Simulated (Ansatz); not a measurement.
## Electronic structure of Ga$_{2}$O$_{3}$ in real space

Input file:

```
crystal:
  lattice:
    - [6.0661391547, -1.5043623772, -0.0026304686]
    - [6.0661391547, 1.5043623772, -0.0026304686]
    - [-1.3698023029, 0.0, 5.6779835522]
  atoms:
    - { symbol: Ga, position: [0.3414236716, 0.3414236716, 0.6843122148] }
    - { symbol: Ga, position: [0.6585763284, 0.6585763284, 0.3156877852] }
    - { symbol: Ga, position: [0.9072289688, 0.9072289688, 0.2017713127] }
    - { symbol: Ga, position: [0.0927710312, 0.0927710312, 0.7982286873] }
    - { symbol: O, position: [0.5044158742, 0.5044158742, 0.746128426] }
    - { symbol: O, position: [0.4955841258, 0.4955841258, 0.253871574] }
    - { symbol: O, position: [0.8274178591, 0.8274178591, 0.4379403488] }
    - { symbol: O, position: [0.1725821409, 0.1725821409, 0.5620596512] }
    - { symbol: O, position: [0.1665664389, 0.1665664389, 0.1104191579] }
    - { symbol: O, position: [0.8334335611, 0.8334335611, 0.8895808421] }
kpoints:
  mp_grid: { grid: [8, 8, 4] }
  band_path:
    path:
      - [0.0, 0.0, 0.0]
      - [-0.266303588, 0.266303588, 0.0]
      - [-0.733696412, -0.266303588, 0.0]
      - [-0.5, -0.5, 0.0]
      - [-0.5, -0.5, 0.5]
      - [-0.7419050365, -0.2580949635, 0.5]
      - [-0.2580949635, 0.2580949635, 0.5]
      - [0.0, 0.0, 0.5]
      - [-0.5, 0.0, 0.5]
      - [0.442708, -0.447917, -0.5]
    npoints: 1
hamiltonian:
  xc: r2scan
scf:
  occupations: { method: fixed }
  n_extra_bands: 6
output:
  forces: true
  stress: true
  eigenvalues: true
  write_density: true
  write_potential: true
  elf: true
  volumetric_format: npy
```

Launched as:

```sh
ansatz run input.yaml --threads 2 --pin off --max-ram 20275MiB --backend cpu --events-out ev --progress --plain --runs-dir out
```

Below, planes, directions and counts refer to the conventional cell (a = 12.13 Å, b = 3.01 Å, c = 5.84 Å, α = 90.00°, β = 103.59°, γ = 90.00°).

Space group C2/m; a structure from a database of computed crystals, not necessarily the ambient phase; started from the database structure prototype, which need not be the ambient phase; changed on purpose from its base cell (epitaxial xy strain -1.0%); computed pressure about 2 GPa in this cell.

Method: Ansatz 0.2.0, DFT, r2SCAN, plane waves, PAW.

Core electrons are frozen (PAW), and the valence fields are smoothed inside the atomic spheres.

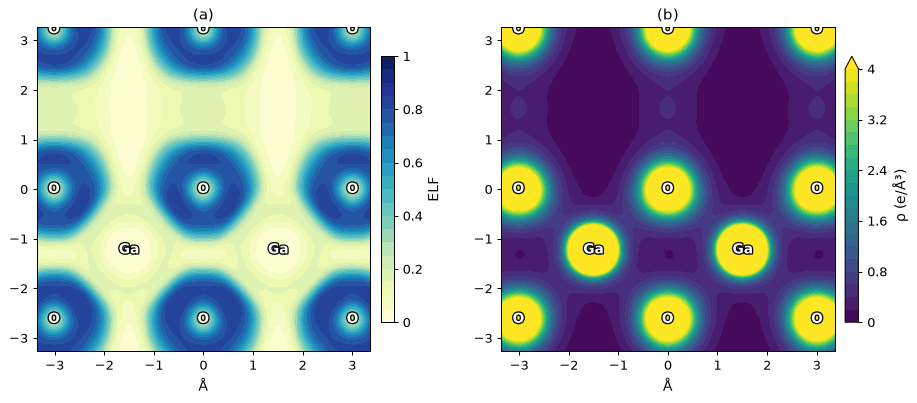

Figure 1. (a) ELF; (b) valence charge density (pseudo) on the (100) plane of the conventional cell.

Question: Interpret the plot.

Answer: The plane passes through Ga and O nuclei. Atoms just off the plane (Ga, 0.9 Å away) can leave unmarked features too. Ga–O (1.94 Å): the density is about 0.67 e/Å³ at the midpoint; the ELF peaks at about 0.85 in the valence shell of O, 0.6 Å from its nucleus, and is about 0.35 at the midpoint. Ga–O (2.06 Å): the density is about 0.51 e/Å³ at the midpoint; the ELF peaks at about 0.85 in the valence shell of O, 0.6 Å from its nucleus, and is about 0.30 at the midpoint: no localised pair shows between them. Between the atoms the lowest density in this plane is 0.03 e/Å³.

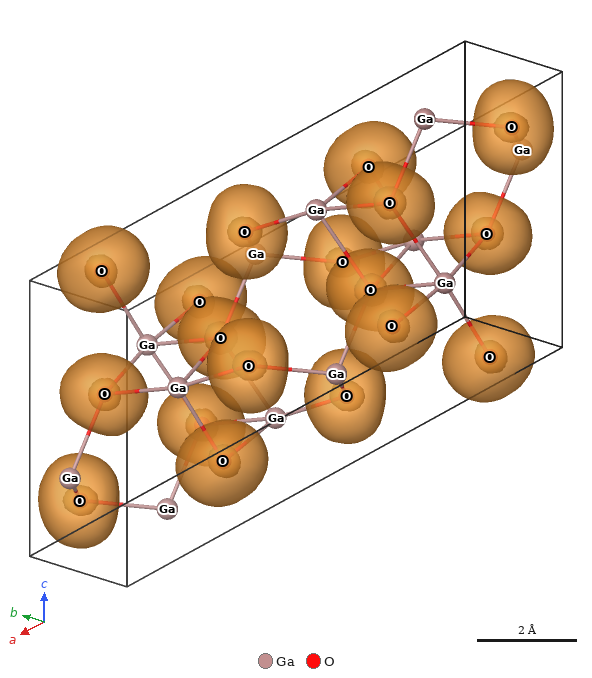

Figure 2. Isosurface of the ELF at 0.65 (orange), seen at an oblique angle. Core shells and regions of very low density are left out. Sticks mark near contacts.

Question: What do the ELF domains correspond to?

Answer: The surface consists of twelve regions wrapped around O (the valence shell of each), counted in one cell of 20 atoms. Any copies at cell faces, edges or corners count once. Along the contacts the grid gives the following. Ga–O (1.83 Å): the ELF peaks at about 0.80 in the valence shell of O, 0.6 Å from its nucleus, and is about 0.40 at the midpoint. Ga–O (1.92 Å): the ELF peaks at about 0.85 in the valence shell of O, 0.6 Å from its nucleus, and is about 0.35 at the midpoint.

Question: Does the calculation give a band gap?

Answer: It is gapped, with a Kohn–Sham gap of 3.1 eV on the k-point mesh, an upper bound to the gap of this method.
